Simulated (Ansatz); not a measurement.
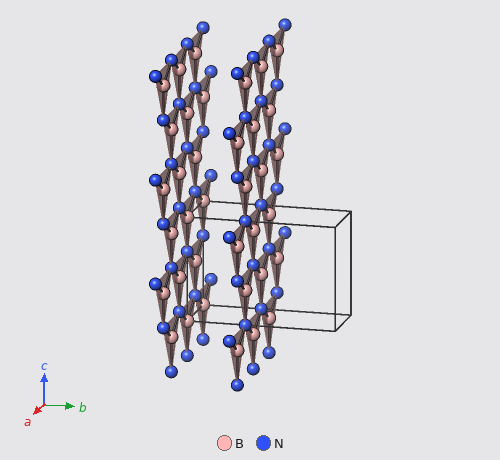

Polyhedra are drawn about B (bonds: B–N below 1.6 Å); other atoms are plain spheres.

System BN (space group Fmm2, No. 42); source of the atomic positions: coordinates from a relaxation at fixed volume with DFT PBE+D3(BJ), scalar-relativistic, plane waves, PAW in Ansatz 0.2.0.

Sharing among the drawn polyhedra:

| site | polyhedron | corner-sharing neighbours | edge-sharing | face-sharing | bond (Å) |
| --- | --- | --- | --- | --- | --- |
| B | BN3 triangle | 6 | 0 | 0 | 1.44 |

They form layers of corner-sharing triangles parallel to (010).
